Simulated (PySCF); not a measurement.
**C2H2Cl2 (cis-1,2-Dichloroethene): levels of theory compared**

We compute a comparison of 3 runs (B3LYP/6-311+G**, PBE0/6-311+G**, r2SCAN/6-311+G**) of C2H2Cl2 (cis-1,2-Dichloroethene). 

The results are computed with PySCF 2.14.0.

### 1 The system as given

C2H2Cl2 has 6 atoms, charge 0, and is taken as a singlet. As SMILES, `Cl/C=C\Cl`. The coordinates come from a GFN2-xTB relaxation.

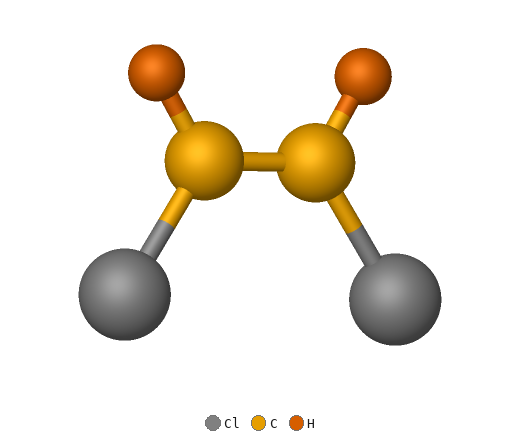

The structure, seen from a chosen angle (chlorine grey, carbon amber, hydrogen orange).

### 2 The energy at B3LYP/6-311+G(d,p) (run 1)

job.py

```python
from pyscf import gto, dft

system = gto.M(
    atom='''
Cl     0.687080    -1.870970    -0.448760
C      0.649690    -0.212230    -0.025650
C     -0.468110     0.487250     0.104060
Cl    -2.031290    -0.169700    -0.132560
H      1.618730     0.233960     0.131510
H     -0.456110     1.531700     0.371400
''',
    basis='6-311+g**',
    charge=0,
    verbose=3,
    max_memory=1860,
    spin=0,
)

mf = dft.RKS(system, xc='b3lyp')
mf.grids.level = 5
mf.conv_tol = 1e-10
mf.kernel()
if not mf.converged:
    mf = mf.newton().run(mf.mo_coeff, mf.mo_occ)

energy = mf.e_tot
print('Final energy', energy)
```

Started as:

```sh
$ OMP_NUM_THREADS=1 python job.py
```

Output:

```text
converged SCF energy = -997.858883491453
Final energy -997.8588834914531
```

It took 20 s on 1 thread of Intel Xeon at 2.70GHz, shared host; peak memory 0.63 GiB.

### 3 A single-point energy at PBE0/6-311+G(d,p) (run 2)

run.py

```python
# cis-1,2-Dichloroethene
from pyscf import gto, dft

mol = gto.M(
    atom=[
    ('Cl', (0.687080, -1.870970, -0.448760)),
    ('C', (0.649690, -0.212230, -0.025650)),
    ('C', (-0.468110, 0.487250, 0.104060)),
    ('Cl', (-2.031290, -0.169700, -0.132560)),
    ('H', (1.618730, 0.233960, 0.131510)),
    ('H', (-0.456110, 1.531700, 0.371400)),
],
    max_memory=1860,
    basis='6-311+g**',
    verbose=4,
    charge=0,
)

myscf = dft.RKS(mol, xc='pbe0')
myscf.grids.level = 5
myscf.conv_tol = 1e-10
myscf.kernel()
if not myscf.converged:
    myscf = myscf.newton().run(myscf.mo_coeff, myscf.mo_occ)

e_tot = myscf.e_tot
print('E(%s) = %.9f' % ('PBE0', e_tot))
```

Started as:

```sh
$ OMP_NUM_THREADS=1 python run.py
```

Output:

```text
PySCF version 2.14.0

[... 73 lines left out ...]
converged SCF energy = -997.429845633354
E(PBE0) = -997.429845633
```

Run time: 21 s. Hardware: 1 thread of Intel Xeon at 2.70GHz, shared host; peak memory 0.63 GiB.

### 4 The energy at r2SCAN/6-311+G(d,p) (run 3)

calc.py

```python
# cis-1,2-Dichloroethene
from pyscf import gto, dft

mol = gto.M(
    atom='''
Cl       0.687080      -1.870970      -0.448760
C        0.649690      -0.212230      -0.025650
C       -0.468110       0.487250       0.104060
Cl      -2.031290      -0.169700      -0.132560
H        1.618730       0.233960       0.131510
H       -0.456110       1.531700       0.371400
''',
    basis='6-311+g**',
    spin=0,
    verbose=3,
    max_memory=1860,
)

myscf = dft.RKS(mol, xc='r2scan')
myscf.grids.level = 5
myscf.conv_tol = 1e-10
myscf.kernel()
if not myscf.converged:
    myscf = myscf.newton().run(myscf.mo_coeff, myscf.mo_occ)

energy = myscf.e_tot
print('E = %.10f Eh' % energy)
```

Started as:

```sh
$ OMP_NUM_THREADS=1 python calc.py
```

Output:

```text
converged SCF energy = -997.71704917996
E = -997.7170491800 Eh
```

It took 31 s on 1 thread of Intel Xeon at 2.70GHz, shared host; peak memory 0.66 GiB.

### 5 Overview of the runs

```
run             level  energy (Eh)  dipole moment (D)  HOMO energy (eV)  LUMO energy (eV)  wall time
  1   B3LYP/6-311+G**  -997.858883               1.91             -7.24             -0.78       20 s
  2    PBE0/6-311+G**  -997.429846               1.94             -7.47             -0.55       21 s
  3  r2SCAN/6-311+G**  -997.717049               1.90             -6.52             -1.33       31 s
```

### 6 Summary of results

| quantity | value |
| --- | --- |
| run 3: total energy | -997.71705 Eh |
| run 3: dipole moment | 1.90 D |
| run 3: HOMO energy | -6.52 eV |
| run 3: LUMO energy | -1.33 eV |
| run 3: HOMO–LUMO gap | 5.19 eV |

In words: The dipole moment (its size) runs from 1.90 D (r2SCAN/6-311+G**) to 1.94 D (PBE0/6-311+G**). The HOMO–LUMO gap runs from 5.19 eV (r2SCAN/6-311+G**) to 6.92 eV (PBE0/6-311+G**). Totals of different functionals can't be ranked against each other. All runs together took 72 s, the longest 31 s.
